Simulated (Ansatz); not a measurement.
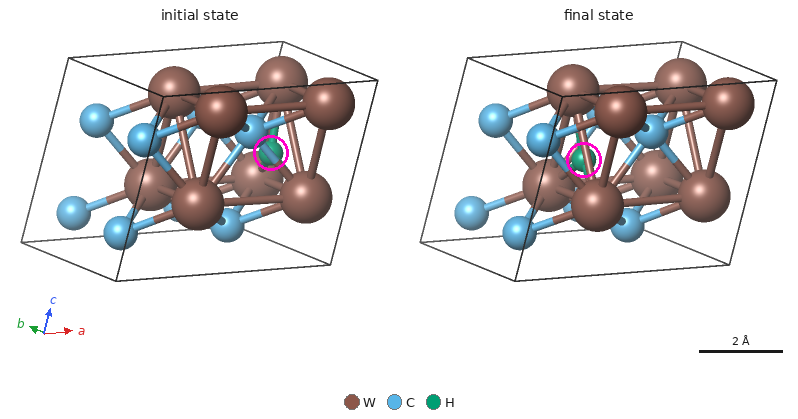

The two relaxed end points of a path for a defect cell of composition HW₈C₈ (17 atoms in the cell). The picture is a ball-and-stick view of the simulation cell (origin moved), seen slightly off an axis. The moving atom is ringed, with any periodic copies. Bonds to atoms that aren't drawn are left out.

Computed with DFT PBEsol, scalar-relativistic, plane waves, PAW in Ansatz 0.2.0.

Input file:
```yaml
crystal:
  lattice:
    - [0.0, 0.0, -5.6555137123]
    - [-2.8984787826, -5.020312516, 0.0]
    - [-2.8984787825, 5.0203125161, 0.0]
  atoms:
    - { symbol: W, position: [0.4986348277, 0.500002527, 0.5000003237] }
    - { symbol: W, position: [0.9990624456, 0.5000015376, 0.4999996763] }
    - { symbol: W, position: [0.5000000255, 0.5008394557, 0.0004183603] }
    - { symbol: W, position: [1.0004420986, 0.4908634021, -0.0045690308] }
    - { symbol: W, position: [0.499999609, 0.9995801404, 0.4991583582] }
    - { symbol: W, position: [1.0004426679, 1.0045707934, 0.5091354319] }
    - { symbol: W, position: [0.4999999745, 0.9995796101, 0.0004179013] }
    - { symbol: W, position: [1.0004408179, 1.0045690826, -0.0045679935] }
    - { symbol: C, position: [0.25248669, 0.16666613, 0.8333319831] }
    - { symbol: C, position: [0.748500358, 0.1666672034, 0.8333319637] }
    - { symbol: C, position: [0.250068582, 0.1689134723, 0.3344535287] }
    - { symbol: C, position: [0.7476022907, 0.1709557016, 0.3354758313] }
    - { symbol: C, position: [0.2500682488, 0.6655433041, 0.8310857049] }
    - { symbol: C, position: [0.7476023947, 0.6645240514, 0.8290465564] }
    - { symbol: C, position: [0.2500690563, 0.6655427964, 0.3344536893] }
    - { symbol: C, position: [0.7476028932, 0.6645246198, 0.3354762848] }
    - { symbol: H, position: [0.9506386317, 0.8333344955, 0.1666664424] }
basis:
  ecutwfc: 420
  xc_grid: 2
kpoints:
  mp_grid: { grid: [4, 5, 5], shift: [0.5, 0.0, 0.0] }
hamiltonian:
  xc: pbesol
scf:
  occupations: { method: gaussian, width: 0.1 }
output:
  forces: true
neb:
  images: 5
  f_tol: 0.05
  max_iterations: 70
  order_check: false
  final_atoms:
    - { symbol: W, position: [0.5009375544, 0.5000015376, 0.4999996763] }
    - { symbol: W, position: [1.0013651723, 0.500002527, 0.5000003237] }
    - { symbol: W, position: [0.4995579014, 0.4908634021, -0.0045690308] }
    - { symbol: W, position: [0.9999999745, 0.5008394557, 0.0004183603] }
    - { symbol: W, position: [0.4995573321, 1.0045707934, 0.5091354319] }
    - { symbol: W, position: [1.000000391, 0.9995801404, 0.4991583582] }
    - { symbol: W, position: [0.4995591821, 1.0045690826, -0.0045679935] }
    - { symbol: W, position: [1.0000000255, 0.9995796101, 0.0004179013] }
    - { symbol: C, position: [0.24751331, 0.16666613, 0.8333319831] }
    - { symbol: C, position: [0.751499642, 0.1666672034, 0.8333319637] }
    - { symbol: C, position: [0.249931418, 0.1689134723, 0.3344535287] }
    - { symbol: C, position: [0.7523977093, 0.1709557016, 0.3354758313] }
    - { symbol: C, position: [0.2499317512, 0.6655433041, 0.8310857049] }
    - { symbol: C, position: [0.7523976053, 0.6645240514, 0.8290465564] }
    - { symbol: C, position: [0.2499309437, 0.6655427964, 0.3344536893] }
    - { symbol: C, position: [0.7523971068, 0.6645246198, 0.3354762848] }
    - { symbol: H, position: [0.5493613683, 0.8333344955, 0.1666664424] }
```

Command:
```bash
ansatz run input.yaml --threads 4 --pin off --max-ram 10240MiB --backend cpu --events-out ev --progress --plain --runs-dir out
```

Q: What barrier does the band find between them, and by what path?

A: The two ends have the same energy, and the highest point, image 3, lies 0.68 eV above the start. The H atom travels furthest, 2.27 Å from end to end, along −a, on a straight line. At the highest image its nearest neighbour (C) is 1.69 Å away, against 1.74 Å at the start. The band is converged.

Energies of the converged images:

```json
{"image": "0", "path (Å)": "0.00", "E (eV)": "0.000"}
{"image": "1", "path (Å)": "0.37", "E (eV)": "0.092"}
{"image": "2", "path (Å)": "0.74", "E (eV)": "0.438"}
{"image": "3", "path (Å)": "1.11", "E (eV)": "0.680"}
{"image": "4", "path (Å)": "1.48", "E (eV)": "0.438"}
{"image": "5", "path (Å)": "1.84", "E (eV)": "0.092"}
{"image": "6", "path (Å)": "2.21", "E (eV)": "0.000"}
```

The geometry at the top of the path:

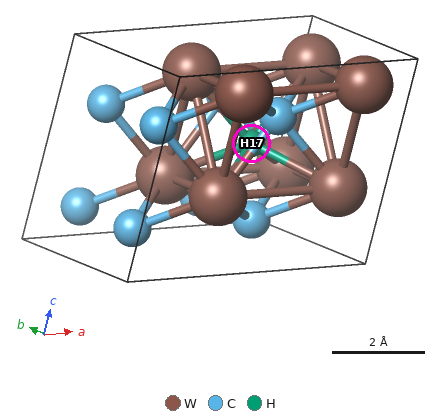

Limits of the set-up: the periodic images lie only 5.7 Å apart, so the values are limited by the cell's size.

The run took 12 min on 4 threads of Intel(R) Xeon(R) Processor @ 2.50GHz (Skylake/Cascade Lake), on a shared host, peak memory 3 GiB.
